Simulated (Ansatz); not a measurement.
# GaAs (slab): what the fields show

```yaml
crystal:
  lattice:
    - [4.00100, 0.00000, 0.00000]
    - [0.00000, 9.80042, 0.00000]
    - [0.00000, 0.00000, 25.39492]
  atoms:
    - { symbol: Ga, position: [0.50000, 0.66667, 0.29533] }
    - { symbol: As, position: [0.50000, 0.41667, 0.29533] }
    - { symbol: Ga, position: [0.00000, 0.33333, 0.34082] }
    - { symbol: As, position: [0.00000, 0.08333, 0.34082] }
    - { symbol: Ga, position: [0.50000, 0.00000, 0.38630] }
    - { symbol: As, position: [0.50000, 0.75000, 0.38630] }
    - { symbol: Ga, position: [0.00000, 0.66667, 0.43178] }
    - { symbol: As, position: [0.00000, 0.41667, 0.43178] }
    - { symbol: Ga, position: [0.50000, 0.33333, 0.47726] }
    - { symbol: As, position: [0.50000, 0.08333, 0.47726] }
    - { symbol: Ga, position: [0.00000, 0.00000, 0.52274] }
    - { symbol: As, position: [0.00000, 0.75000, 0.52274] }
    - { symbol: Ga, position: [0.50000, 0.66667, 0.56822] }
    - { symbol: As, position: [0.50000, 0.41667, 0.56822] }
    - { symbol: Ga, position: [0.00000, 0.33333, 0.61370] }
    - { symbol: As, position: [0.00000, 0.08333, 0.61370] }
    - { symbol: Ga, position: [0.50000, 0.00000, 0.65918] }
    - { symbol: As, position: [0.50000, 0.75000, 0.65918] }
    - { symbol: Ga, position: [0.00000, 0.66667, 0.70467] }
    - { symbol: As, position: [0.00000, 0.41667, 0.70467] }
```

Not relaxed (largest force 1.5 eV/Å).

The calculation used DFT PBEsol, scalar-relativistic, plane waves, PAW (Ansatz).

The density is the valence pseudo-density of a PAW calculation; it isn't the true density close to the nuclei.

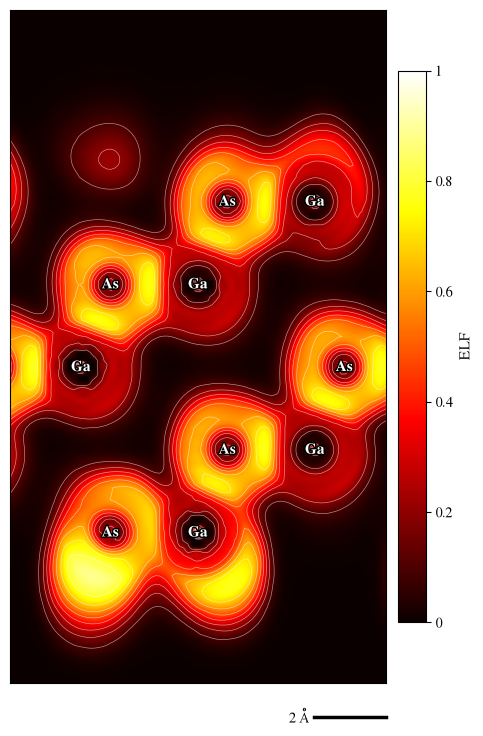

Figure 1. ELF on the (100) plane of the calculation cell, a cut from vacuum to vacuum.

Interpret the plot.

Answer.
- The section cuts through Ga and As sites.
- Ga–As (2.45 Å): the ELF peaks at about 0.70 in the valence shell of As, 1.1 Å from its nucleus, and is about 0.65 at the midpoint.
- The ELF also peaks beside As, away from the bonds: lone-pair regions.
- The features right at Ga lie inside the PAW spheres, where the map follows smoothed inner orbitals and isn't to be read closely.

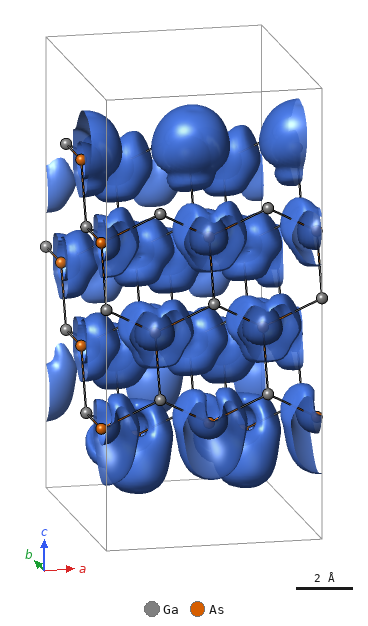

Figure 2. Isosurface of the ELF at 0.6 (blue), seen slightly off an axis. Core shells and regions of very low density are left out. Sticks mark near contacts.

What do the ELF domains correspond to?

Answer. The surface consists of ten regions on As in which the atom's valence shell and bonds are merged and one lobe on Ga, pointing away from the bonds (lone pairs), counted in one cell of 20 atoms. Counts are for one cell; the picture repeats the cell along the surface.

Does the calculation give a band gap?

Answer. It is gapless in this calculation (a metal or semimetal).
